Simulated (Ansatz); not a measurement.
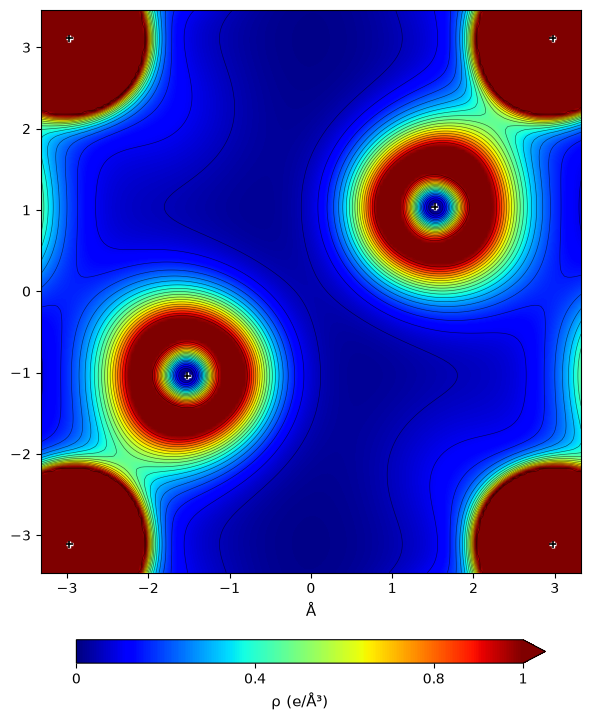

The valence electron density on a plane through atoms (crosses mark nuclei in the plane).

Level of theory: Ansatz 0.2.0, DFT, PBEsol, PAW with Ansatz's default frozen-core files, scalar-relativistic; relaxation of cell and atoms.

Candidates:
A. HfS$_{2}$, a = 3.59 Å, b = 3.59 Å, c = 5.95 Å, α = 90.00°, β = 90.00°, γ = 120.00°. Space group P-3m1; a structure from a database of computed crystals, not necessarily the ambient phase.
B. LiCl, a = 5.06 Å, b = 5.06 Å, c = 5.06 Å, α = 90.00°, β = 90.00°, γ = 90.00°. Space group Fm-3m.

Which system is this?

Candidate A: HfS$_{2}$ on the (110) plane of the conventional cell, which holds Hf and S. Hf–S (2.53 Å): the density is about 0.47 e/Å³ at the midpoint.
